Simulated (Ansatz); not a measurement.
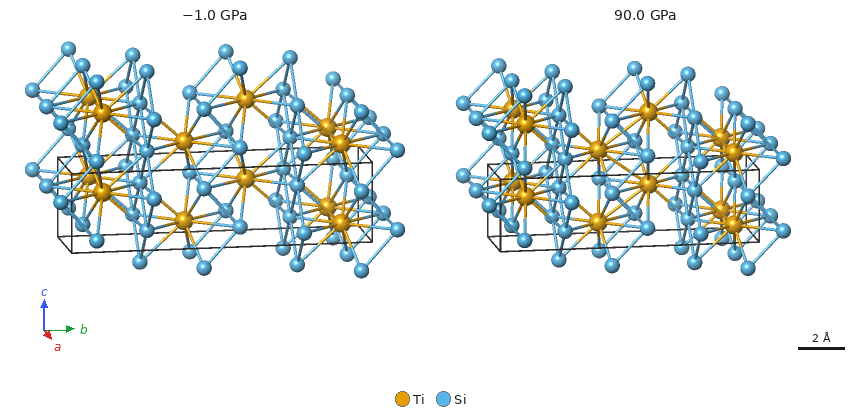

A crystal of TiSi₂ (set up in Cmcm), relaxed (cell and atoms) at several target pressures. The picture shows the first and the last member. Style: ball-and-stick. Shown: the conventional cell (2 times the calculation's cell), repeated 1 × 1 × 2 with one cell outlined, slightly off an axis. Lengths and directions refer to the drawn axes.

Computed with Ansatz 0.2.0: DFT PBEsol, scalar-relativistic, plane waves, PAW. (plane-wave cutoff 420 eV; k-point mesh 10 × 10 × 10 at −1.0 to 12.0, 12 × 12 × 10 at 25.0 and 50.0, 12 × 12 × 12 at 90.0 GPa; occupations gaussian; smearing width 0.1 eV; no spin polarisation; cell and atoms relaxed; force threshold 0.008 eV/Å)

```csv
pressure (GPa),volume (Å³/atom),a (Å),b (Å),c (Å)
−1.0,14.011,3.524,13.395,3.562
0.0,13.910,3.517,13.348,3.556
1.0,13.811,3.510,13.300,3.550
4.0,?,?,?,?
12.0,12.910,3.448,12.877,3.490
25.0,12.140,3.390,12.522,3.431
50.0,11.099,3.309,12.039,3.344
90.0,10.010,3.213,11.528,3.243
```

Estimate the missing row from the others, and compare with the calculation.

Murnaghan's form V = V₀(1 + B′P/B₀)^(−1/B′), with V₀ = 13.910 Å³ from the row at zero pressure, fits the other rows with B₀ = 142 GPa and B′ = 3.66 (largest miss 0.013 Å³). At 4.0 GPa it gives 13.910 × (1 + 3.66 × 4.0/142)^(−1/3.66) = 13.542 Å³ per atom. The calculation gives 13.532 Å³/atom (a = 3.492 Å, b = 13.169 Å, c = 3.532 Å). The estimate is 0.010 Å³/atom too high. From the first member to the last: Ti–Ti 3.276 → 2.770 Å, Si–Si 3.095 → 2.634 Å, Si–Si 3.111 → 2.652 Å.

The whole series:

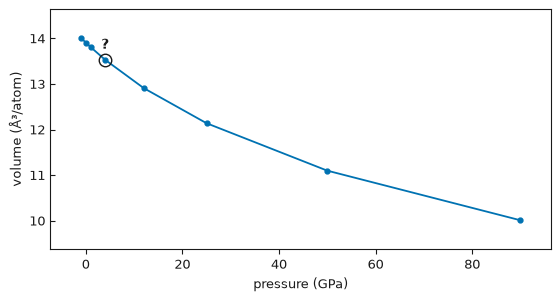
